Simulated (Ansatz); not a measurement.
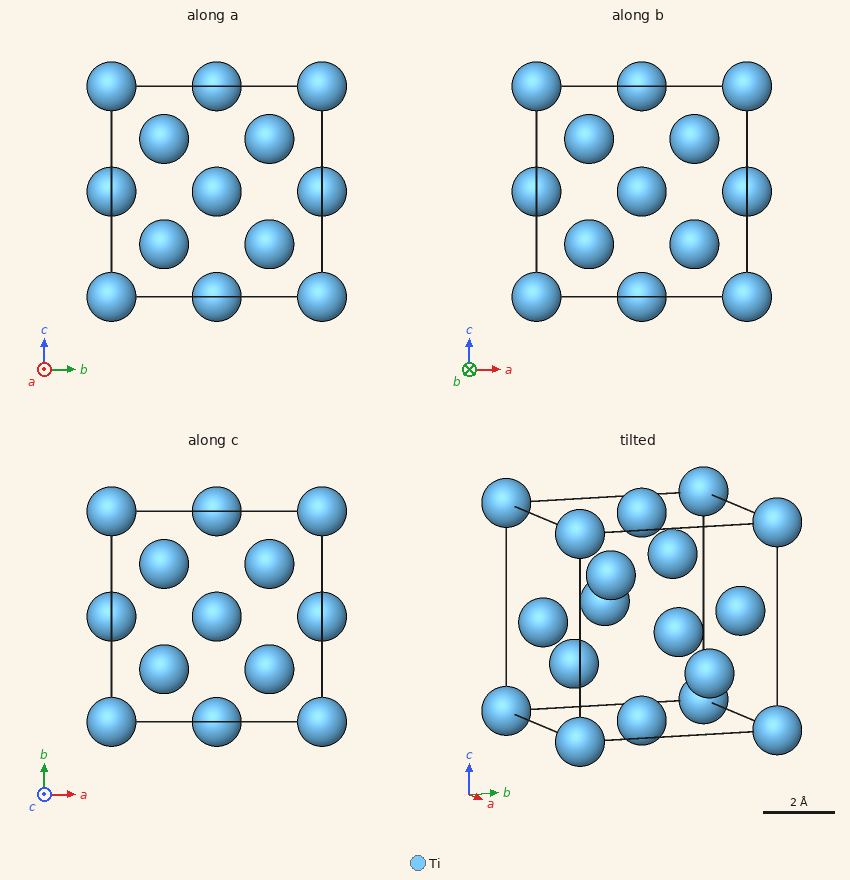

Crystal structure, spheres-only style, seen along the a axis, along the b axis, along the c axis and slightly off an axis. The conventional unit cell is drawn as a box.

Lattice parameters: a = 5.9500 Å, b = 5.9500 Å, c = 5.9500 Å, α = 90.000°, β = 90.000°, γ = 90.000°.

> From the views, write a CIF with its space group and independent sites.

```cif
data_structure
_symmetry_space_group_name_H-M 'F d -3 m :1'
_symmetry_Int_Tables_number 227
_cell_length_a 5.9500
_cell_length_b 5.9500
_cell_length_c 5.9500
_cell_angle_alpha 90.000
_cell_angle_beta 90.000
_cell_angle_gamma 90.000
_cell_volume 210.65
loop_
_atom_site_label
_atom_site_type_symbol
_atom_site_symmetry_multiplicity
_atom_site_Wyckoff_symbol
_atom_site_fract_x
_atom_site_fract_y
_atom_site_fract_z
_atom_site_occupancy
Ti1 Ti 8 a 0.2500 0.7500 0.7500 1
```

It goes back to a structure type filled with this element by a generator (whether the element takes this form wasn't checked). Earlier steps of the study may have refined or changed the cell and positions. It went into a calculation with Ansatz.
